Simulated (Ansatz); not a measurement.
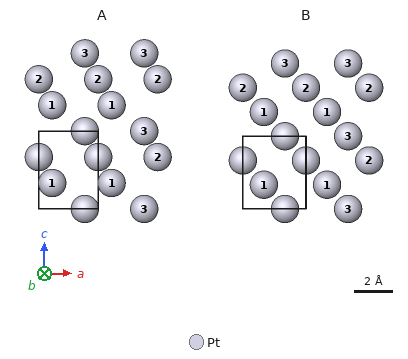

Two geometries of crystalline Pt (built on the trigonal selenium_152 type) (coarse preliminary run), drawn at one scale. One is the start of a relaxation, the other its converged end. The picture is a spheres-only view of the cell of the calculation, repeated 2 × 1 × 2 with one cell outlined, seen along the b axis.

Computed with DFT PBEsol, scalar-relativistic, plane waves, PAW in Ansatz. Settings: plane-wave cutoff 420 eV; k-point mesh 6 × 6 × 4; occupations gaussian; smearing width 0.1 eV; no spin polarisation; cell and atoms relaxed; force threshold 0.04 eV/Å; at most 70 steps.

Q: Which one is relaxed?

A: Structure B is the relaxed one. Case: trigonal selenium type (P3_121, No. 152). After 5 accepted moves (6 points after the start) the energy has fallen by 3585 meV per atom. The largest force component goes from 25 to 0.0053 eV/Å. Pressure: 129.15 GPa at the start and −0.05 GPa at the end. At 1 point the geometry stayed and the basis and grid were re-selected for the new cell (energy shift of 0.5 meV per atom at most each time). The largest moves relative to the cell, 0.42 Å, are those of Pt1, Pt2 and Pt3. Pt1 goes along +a. The drawn cell changes as follows: a = b 3.666 → 3.898 Å (+6.3 %), c 4.159 → 3.888 Å (−6.5 %); the volume changes by +5.7 %. Near-neighbour distances that change, for instance: Pt1–Pt2 1.992 → 2.596 Å, Pt1–Pt2 (another image) 2.885 → 2.597 Å. Among the angles between lasting bonds that change: Pt2–Pt1–Pt3 103.1° → 82.7°. The space group (tolerance 0.01 Å) goes from P3_121 (No. 152) to R-3m (No. 166). The run took roughly 30 core-seconds on a shared host.

Limits of the set-up: the k-point mesh is coarse for a cell with partly filled bands.
